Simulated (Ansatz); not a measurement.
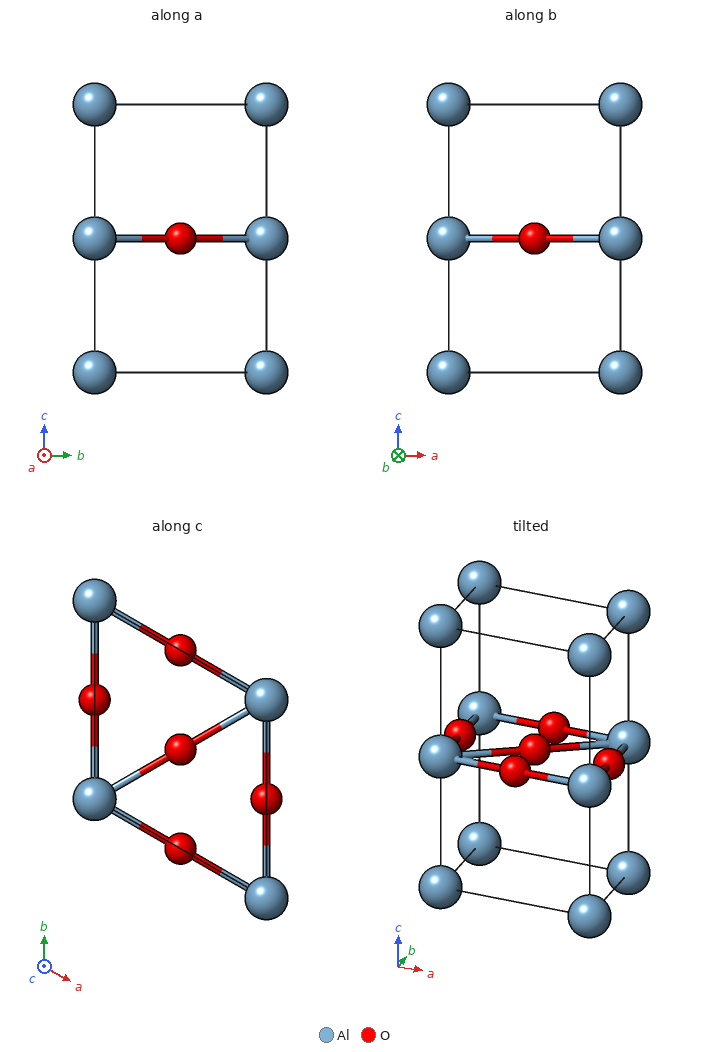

A ball-and-stick rendering, viewed along the a axis, along the b axis, along the c axis and slightly off an axis. The frame is the conventional unit cell; atoms at its boundary are shown with their periodic copies.

Lattice parameters: a = 4.0732 Å, b = 4.0732 Å, c = 5.5003 Å, α = 90.000°, β = 90.000°, γ = 120.000°.

From the views, write a CIF in P1 with every atom of the cell.

```cif
data_structure
_symmetry_space_group_name_H-M 'P 1'
_symmetry_Int_Tables_number 1
_cell_length_a 4.0732
_cell_length_b 4.0732
_cell_length_c 5.5003
_cell_angle_alpha 90.000
_cell_angle_beta 90.000
_cell_angle_gamma 120.000
_cell_volume 79.03
loop_
_atom_site_label
_atom_site_type_symbol
_atom_site_fract_x
_atom_site_fract_y
_atom_site_fract_z
_atom_site_occupancy
Al1 Al 0.0000 0.0000 0.5000 1
Al2 Al 0.0000 0.0000 0.0000 1
O1 O 0.5000 0.0000 0.5000 1
O2 O 0.0000 0.5000 0.5000 1
O3 O 0.5000 0.5000 0.5000 1
```

Provenance: a random cell made by a generator, so it need not be a real form of the compound. Earlier steps of the study, as a rule a relaxation of our own, may have changed the cell and positions, so they can lie some per cent off the listed ones. It went into a calculation with Ansatz.
